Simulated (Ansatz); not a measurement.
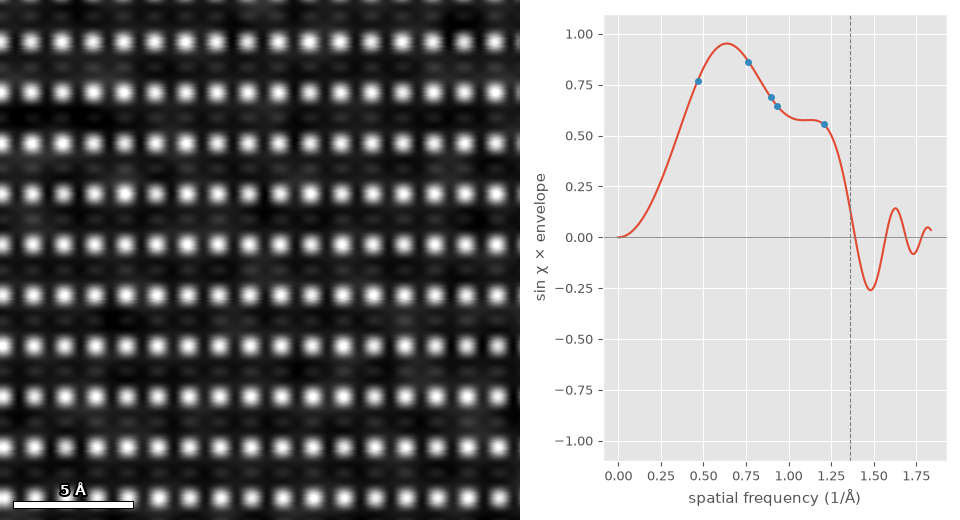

Phase-contrast TEM-like image of Cu (P6_3/mmc, No. 194) along [210]. Simulated in the weak-phase-object approximation with neutral-atom potentials: 300 kV, Cs = −20 µm, defocus +75 Å (negative is underfocus), defocus spread 12 Å, aperture 1.36 1/Å. A slight drift and the speckle of an amorphous layer were added. Atomic positions: the end point of a relaxation with Ansatz 0.2.0, DFT, BLYP, plane waves (420 eV) with PAW, scalar-relativistic; the starting structure was generated, so it need not be a known form of this composition.

The plot gives the contrast transfer function, the aperture (dashed) and the crystal's spatial frequencies that carry visible contrast (dots).

Question: What point resolution do these settings give, and which lattice spacings pass?

Answer: About 0.7 Å (0.66 |Cs|^(1/4) λ^(3/4) with λ = 0.0197 Å). The spacings that carry visible contrast are {002} at 2.15 Å, {110} at 1.31 Å, {112} at 1.12 Å, {004} at 1.07 Å, {114} at 0.83 Å.

Question: Do the atom columns appear dark or bright, and why?

Answer: Bright. With negative Cs and overfocus sin χ is positive over the pass band, so the strongest columns (Cu) come out brighter than the background.
